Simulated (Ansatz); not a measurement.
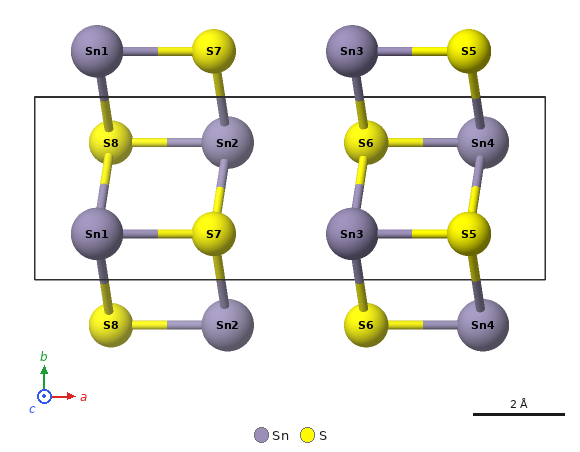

Starting structure of solid SnS (set up in Pnma). A ball-and-stick model of the cell of the calculation, seen along the c axis.

Level of theory: DFT PBE+D3(BJ), scalar-relativistic, plane waves, PAW (Ansatz 0.2.0).

Input file:
```yaml
crystal:
  lattice:
    - [11.32, 0.0, 0.0]
    - [0.0, 4.05, 0.0]
    - [0.0, 0.0, 4.242]
  atoms:
    - { symbol: Sn, position: [0.122, 0.25, 0.0981] }
    - { symbol: Sn, position: [0.378, 0.75, 0.5981] }
    - { symbol: Sn, position: [0.622, 0.25, 0.4019] }
    - { symbol: Sn, position: [0.878, 0.75, 0.9019] }
    - { symbol: S, position: [0.8507, 0.25, 0.479] }
    - { symbol: S, position: [0.6493, 0.75, 0.979] }
    - { symbol: S, position: [0.3507, 0.25, 0.021] }
    - { symbol: S, position: [0.1493, 0.75, 0.521] }
basis:
  ecutwfc: 420
kpoints:
  mp_grid: { grid: [4, 8, 6] }
hamiltonian:
  xc: pbe
  dispersion: d3bj
scf:
  occupations: { method: gaussian, width: 0.02 }
output:
  forces: true
  stress: true
  eigenvalues: true
  write_density: true
  write_potential: true
  elf: true
  volumetric_format: npy
relax:
  adjacent_minimum: "off"
  f_tol: 0.005
  max_steps: 80
  cell: { stress_tol: 0.05 }
```

Command:
```bash
ansatz run input.yaml --threads 2 --pin off --max-ram 5120MiB --backend cpu --events-out ev --progress --plain --runs-dir out
```

Where does the relaxation end?

Answer. The largest moves relative to the cell, 0.069 Å, are those of Sn1, Sn2, Sn3 and Sn4. Sn4 goes roughly along [1 0 −3]. Largest moves by element: Sn 0.069 Å, S 0.030 Å. The volume changes by −2.3 %, with a 11.320 → 11.153 Å (−1.5 %), b 4.050 → 3.998 Å (−1.3 %), c 4.242 → 4.260 Å (+0.4 %). Near-neighbour distances that change, for instance: Sn1–S8 2.723 → 2.684 Å, Sn1–S7 2.609 → 2.641 Å, Sn1–S8 (another image) 3.192 → 3.215 Å. The space group stays Pnma (No. 62). Over 5 accepted moves (7 points after the start) the energy falls by 25.6 meV per cell of the calculation. Largest force component: 0.099 eV/Å at the start, 0.0038 eV/Å at the end. Pressure: −0.81 GPa at the start and 0.00 GPa at the end. The line search rejected the trial step at point 1 of the run. The SCF was repeated once at an unchanged geometry on a basis and grid sized afresh for the cell, which shifted the energy by 0.9 meV per cell of the calculation at most. The run took 120 s on 2 threads of AMD EPYC 7R43 64-Core Processor (Zen 3) (shared host), peak memory 0.78 GiB.

After the run, drawn alike:

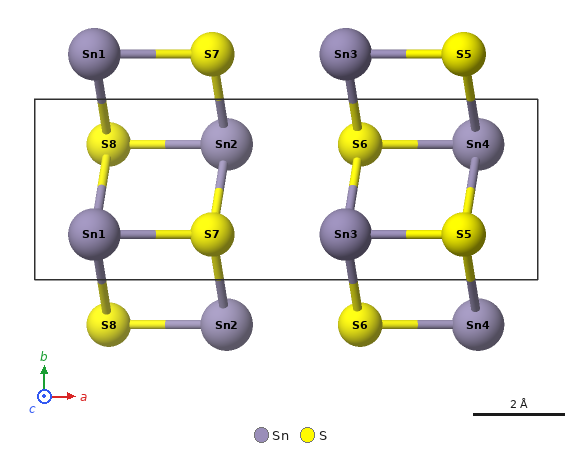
